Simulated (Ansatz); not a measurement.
# Two runs on Co

System: Co (2 atoms in the cell).
Method of the first run: Kohn-Sham DFT of a periodic cell, PBE, all-electron LAPW, scalar-relativistic, spin-polarised (Ansatz 0.2.0).

The structure derives from a Materials Project entry. Text and figures count atoms from 1; the logs count them from 0 in places.

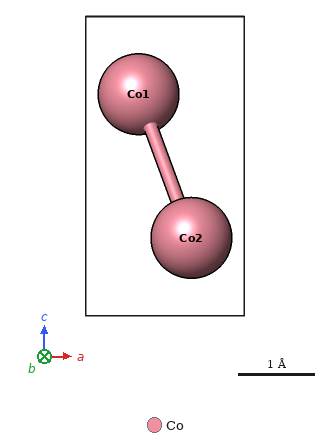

The structure (ball-and-stick view of the cell of the calculation, along the b axis; atoms are numbered from 1 in the order of the input). Near neighbours in the crystal (not all of them lie inside the picture): Co has 12 Co at 2.37 to 2.50 Å.

### Input, the first run
```yaml
crystal:
  lattice:
    - [2.4365880777, 0.0, 0.0]
    - [-1.2182940388, 2.1101471738, 0.0]
    - [0.0, 0.0, 3.9803419532]
  atoms:
    - { symbol: Co, position: [0.3333333333, 0.6666666667, 0.740139], spin: 2.0 }
    - { symbol: Co, position: [0.6666666667, 0.3333333333, 0.259861], spin: 2.0 }
kpoints:
  mp_grid: { grid: [12, 12, 7] }
scf:
  occupations: { method: fermi_dirac, width: 0.05 }
hamiltonian:
  xc: pbe
  pseudopotentials: { kind: all_electron, lapw: { basis_error: 0.0005 } }
magnetization:
  spin_polarized: true
output:
  forces: true
  stress: true
  eigenvalues: true
```

Launched with:
```bash
ansatz run input.yaml --threads 2 --pin off --max-ram 6144MiB --backend cpu --events-out ev --progress --plain --runs-dir out
```

Hardware: 2 threads of Intel Xeon (Granite Rapids), 32 GiB of memory available, shared host.

### Output, shortened to warnings, some set-up lines, iterations and results (the first run)
```
Basis set: ecut = 370.491363111761 eV, 313 PW (Γ), exchange–correlation at level 2
Symmetry: 12 space group operations
k-points: 112 of 1008
Initial density: superposition of atomic densities (chi_scale 0.1, normalization cell)
[...]
SCF iter   1: F=—  HF=-75834.951912 eV  |F-HF|=—  |Δ(HF+E_count)|=         —  Δρ=2.16e-2 (↑2.11e-2 ↓2.16e-2)  dr2=7.04e-2  dr2_m=7.59e-2  M=3.189 μB ∫|m|=3.303 μB  β_m=0.30  …
SCF iter   2: F=—  HF=-75835.012148 eV  |F-HF|=—  |Δ(HF+E_count)|=   6.02e-2  Δρ=1.57e-2 (↑1.48e-2 ↓1.57e-2)  dr2=4.64e-2  dr2_m=3.88e-2  M=3.175 μB ∫|m|=3.326 μB  β_m=0.47  …
SCF iter   3: F=—  HF=-75835.067024 eV  |F-HF|=—  |Δ(HF+E_count)|=   5.49e-2  Δρ=6.21e-3 (↑6.09e-3 ↓6.21e-3)  dr2=5.22e-3  dr2_m=5.83e-3  M=3.130 μB ∫|m|=3.357 μB  β_m=0.44  …
SCF iter   4: F=—  HF=-75835.077994 eV  |F-HF|=—  |Δ(HF+E_count)|=   1.10e-2  Δρ=2.26e-3 (↑1.75e-3 ↓2.26e-3)  dr2=4.79e-4  dr2_m=6.40e-4  M=3.127 μB ∫|m|=3.387 μB  β_m=0.56  …
SCF iter   5: F=—  HF=-75835.080743 eV  |F-HF|=—  |Δ(HF+E_count)|=         —  Δρ=1.06e-3 (↑8.00e-4 ↓1.06e-3)  dr2=1.04e-4  dr2_m=1.45e-4  M=3.127 μB ∫|m|=3.404 μB  β_m=0.78  …
SCF iter   6: F=—  HF=-75835.081862 eV  |F-HF|=—  |Δ(HF+E_count)|=   1.12e-3  Δρ=1.38e-4 (↑1.35e-4 ↓1.38e-4)  dr2=2.53e-5  dr2_m=1.52e-6  M=3.133 μB ∫|m|=3.431 μB  β_m=0.89  …
SCF iter   7: F=—  HF=-75835.081866 eV  |F-HF|=—  |Δ(HF+E_count)|=   4.25e-6  Δρ=1.33e-5 (↑9.32e-6 ↓1.33e-5)  dr2=1.75e-7  dr2_m=8.27e-9  M=3.133 μB ∫|m|=3.433 μB  β_m=0.87  …
SCF iter   8: F=—  HF=-75835.081866 eV  |F-HF|=—  |Δ(HF+E_count)|=   3.88e-8  Δρ=1.59e-6 (↑1.35e-6 ↓1.59e-6)  dr2=6.09e-10  dr2_m=2.31e-10  M=3.133 μB ∫|m|=3.433 μB  β_m=0.88 …
SCF iter   9: F=-75835.081866 eV  HF=-75835.081866 eV  |F-HF|=1.46e-11  |Δ(HF+E_count)|=  2.33e-10  Δρ=3.35e-7 (↑1.96e-7 ↓3.35e-7)  dr2=1.18e-11  dr2_m=1.01e-11  M=3.133 μB …
SCF 1 converged in 9 iterations: F = -75835.081866 eV  dr2 = 1.18e-11
SCF converged after 9 iterations
Magnetization: 3.1332 μB (18.5666 up, 15.4334 down)
Absolute magnetization: 3.4333 μB (∫|ρ↑−ρ↓|)
Spin contamination: 0.0486 ħ² per cell (⟨S²⟩ above its minimum at these occupations)
Per-site moments (μB) at R_I (Å): [(1.6243632886650943, 1.186746787019467), (1.6243632886650943, 1.186746787019467)]
Free energy (F): -75835.081866 eV
Harris-Foulkes:  -75835.081866 eV  (|F-HF|=1.46e-11)
Internal energy: -75835.066307 eV  (E = F + TS)
E sigma→0 (E₀):  -75835.074086 eV
Entropy (-TS):   -0.015559 eV (-7.780 meV/atom)
Fermi energy:    20.482471 eV
--- Per-component energies (eV) ---
  E_band       = -430.679700
  E_kinetic    = 76969.089667
  E_xc         = -3250.922494
  E_electrostatic = -149553.233480  (all electrons and nuclei)
  E_smearing   = -0.015559  (= −TS)
  E_closure    = 0.000000  (closes the sum)
  E_atoms      = -75818.578525  (free atoms, spherical and without spin; not in F)
  Σ components = -75835.081866   (vs F -75835.081866, Δ=0.00e0)
  Basis errors (estimates in eV, not in F): energy 1.3e-4 per atom: plane waves 1.1e-4 (5.5e-5 summed), levels above the bands 2.0e-91, relativity 6.9e-9, radial functions 2.0e-5, core shells 3.8e-9; eigenvalues (radial functions only) 5.5e-7; not estimated: angular momenta, meshes, grids; target …
--- Forces (eV/Å), atoms counted from 1 ---
  atom   1  Co     0.00000000     0.00000000     0.72319164
  atom   2  Co    -0.00000000    -0.00000000    -0.72319164
  max |Σ_I F_I| component: 4.63e-18 eV/Å
--- Stress (GPa, compression-positive) ---
       16.634725       0.000000       0.000000
        0.000000      16.634725       0.000000
        0.000000       0.000000      13.425894
  P = ⅓ Tr σ = 15.5651 GPa (155.651 kbar)
```

For the second run the input was changed thus:
```diff
-    - [2.4365880777, 0.0, 0.0]
-    - [-1.2182940388, 2.1101471738, 0.0]
-    - [0.0, 0.0, 3.9803419532]
+    - [2.4706706468, 0.0, 0.0]
+    - [-1.2353353234, 2.1396635445, 0.0]
+    - [0.0, 0.0, 4.0360182824]
```

How does the second run compare with the first run?

With the same functional and potentials, the second run lies 27.7 meV per atom lower. The net moment of the cell goes from 3.13 to 3.24 μB. The pressure goes from 15.57 to 5.15 GPa. The largest force goes from 0.723 to 0.559 eV/Å. The volume per atom goes from 10.23 to 10.67 Å³. The cell is scaled evenly with the atoms at fixed fractional positions, so −ΔP/Δ ln V estimates the bulk modulus midway between the two volumes: about 250 GPa. The number of SCF iterations is the same.

### Output, shortened to warnings, some set-up lines, iterations and results (the second run)
```
Basis set: ecut = 358.84206677698273 eV, 313 PW (Γ), exchange–correlation at level 2
Symmetry: 12 space group operations
k-points: 112 of 1008
Initial density: superposition of atomic densities (chi_scale 0.1, normalization cell)
[...]
SCF iter   1: F=—  HF=-75835.017705 eV  |F-HF|=—  |Δ(HF+E_count)|=         —  Δρ=1.88e-2 (↑1.79e-2 ↓1.88e-2)  dr2=6.84e-2  dr2_m=5.73e-2  M=3.277 μB ∫|m|=3.401 μB  β_m=0.30  …
SCF iter   2: F=—  HF=-75835.072549 eV  |F-HF|=—  |Δ(HF+E_count)|=   5.48e-2  Δρ=1.37e-2 (↑1.27e-2 ↓1.37e-2)  dr2=4.52e-2  dr2_m=2.96e-2  M=3.263 μB ∫|m|=3.427 μB  β_m=0.46  …
SCF iter   3: F=—  HF=-75835.120110 eV  |F-HF|=—  |Δ(HF+E_count)|=   4.76e-2  Δρ=5.60e-3 (↑5.16e-3 ↓5.60e-3)  dr2=4.37e-3  dr2_m=4.65e-3  M=3.233 μB ∫|m|=3.472 μB  β_m=0.43  …
SCF iter   4: F=—  HF=-75835.132087 eV  |F-HF|=—  |Δ(HF+E_count)|=   1.20e-2  Δρ=2.37e-3 (↑1.80e-3 ↓2.37e-3)  dr2=4.47e-4  dr2_m=7.40e-4  M=3.231 μB ∫|m|=3.504 μB  β_m=0.69  …
SCF iter   5: F=—  HF=-75835.136749 eV  |F-HF|=—  |Δ(HF+E_count)|=         —  Δρ=8.47e-4 (↑8.19e-4 ↓8.47e-4)  dr2=6.38e-4  dr2_m=9.20e-5  M=3.232 μB ∫|m|=3.531 μB  β_m=0.84  …
SCF iter   6: F=—  HF=-75835.137243 eV  |F-HF|=—  |Δ(HF+E_count)|=   4.94e-4  Δρ=1.61e-4 (↑1.47e-4 ↓1.61e-4)  dr2=4.61e-5  dr2_m=1.51e-6  M=3.236 μB ∫|m|=3.555 μB  β_m=0.89  …
SCF iter   7: F=—  HF=-75835.137236 eV  |F-HF|=—  |Δ(HF+E_count)|=   6.80e-6  Δρ=1.44e-5 (↑1.44e-5 ↓1.01e-5)  dr2=2.35e-7  dr2_m=1.16e-8  M=3.236 μB ∫|m|=3.557 μB  β_m=0.86  …
SCF iter   8: F=—  HF=-75835.137236 eV  |F-HF|=—  |Δ(HF+E_count)|=   1.05e-7  Δρ=1.76e-6 (↑1.76e-6 ↓1.76e-6)  dr2=2.75e-10  dr2_m=4.69e-10  M=3.236 μB ∫|m|=3.557 μB  β_m=0.82 …
SCF iter   9: F=-75835.137236 eV  HF=-75835.137236 eV  |F-HF|=4.37e-11  |Δ(HF+E_count)|=  2.33e-10  Δρ=4.27e-7 (↑2.69e-7 ↓4.27e-7)  dr2=5.17e-11  dr2_m=2.04e-11  M=3.236 μB …
SCF 1 converged in 9 iterations: F = -75835.137236 eV  dr2 = 5.17e-11
SCF converged after 9 iterations
Magnetization: 3.2359 μB (18.6180 up, 15.3820 down)
Absolute magnetization: 3.5570 μB (∫|ρ↑−ρ↓|)
Spin contamination: 0.0546 ħ² per cell (⟨S²⟩ above its minimum at these occupations)
Per-site moments (μB) at R_I (Å): [(1.678857809680963, 1.2033467941379212), (1.678857809680963, 1.2033467941379212)]
Free energy (F): -75835.137236 eV
Harris-Foulkes:  -75835.137236 eV  (|F-HF|=4.37e-11)
Internal energy: -75835.122212 eV  (E = F + TS)
E sigma→0 (E₀):  -75835.129724 eV
Entropy (-TS):   -0.015024 eV (-7.512 meV/atom)
Fermi energy:    19.498291 eV
--- Per-component energies (eV) ---
  E_band       = -462.321091
  E_kinetic    = 76965.304839
  E_xc         = -3250.090125
  E_electrostatic = -149550.336926  (all electrons and nuclei)
  E_smearing   = -0.015024  (= −TS)
  E_closure    = 0.000000  (closes the sum)
  E_atoms      = -75818.578525  (free atoms, spherical and without spin; not in F)
  Σ components = -75835.137236   (vs F -75835.137236, Δ=0.00e0)
  Basis errors (estimates in eV, not in F): energy 1.3e-4 per atom: plane waves 1.1e-4 (5.5e-5 summed), levels above the bands 2.9e-87, relativity 2.3e-8, radial functions 2.5e-5, core shells 2.4e-9; eigenvalues (radial functions only) 6.0e-7; not estimated: angular momenta, meshes, grids; target …
--- Forces (eV/Å), atoms counted from 1 ---
  atom   1  Co     0.00000000     0.00000000     0.55890889
  atom   2  Co    -0.00000000    -0.00000000    -0.55890889
  max |Σ_I F_I| component: 1.11e-16 eV/Å
--- Stress (GPa, compression-positive) ---
        6.159449       0.000000       0.000000
       -0.000000       6.159449      -0.000000
        0.000000       0.000000       3.126215
  P = ⅓ Tr σ = 5.1484 GPa (51.484 kbar)
```

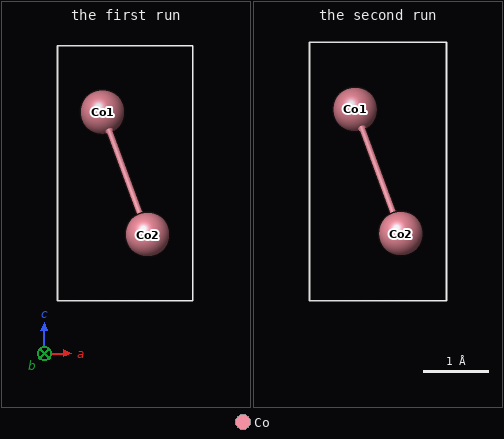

The two input geometries at one scale (ball-and-stick view of the cell of the calculation, along the b axis). The atoms keep their places relative to the cell (all moves are under 0.005 Å). Cell: a = b 2.437 → 2.471 Å (+1.4 %), c 3.980 → 4.036 Å (+1.4 %). Volume +4.3 %. Among the contacts that change: Co1–Co2 2.502 → 2.537 Å, Co1–Co1 2.437 → 2.471 Å.

### The two runs side by side

| quantity | the first run | the second run |
| --- | --- | --- |
| outcome | converged | converged |
| free energy per atom (eV) | −37917.5409 | −37917.5686 |
| energy per atom, smearing taken to zero (eV) | −37917.5370 | −37917.5649 |
| gap on the mesh (eV) | 0.00 | 0.00 |
| net moment of the cell (μB) | 3.13 | 3.24 |
| absolute moment of the cell (μB) | 3.43 | 3.56 |
| pressure (GPa) | 15.57 | 5.15 |
| volume per atom (Å³) | 10.23 | 10.67 |
| largest force (eV/Å) | 0.723 | 0.559 |
| SCF iterations | 9 | 9 |
| irreducible k-points | 112 | 112 |
| plane waves at Γ | 313 | 313 |
| wall time (shared host) | 19 s | 19 s |

For the first run: The cell is under a pressure of 15.6 GPa at this level, so it is not at its equilibrium volume. For the second run: The cell is under a pressure of 5.1 GPa at this level, so it is not at its equilibrium volume.
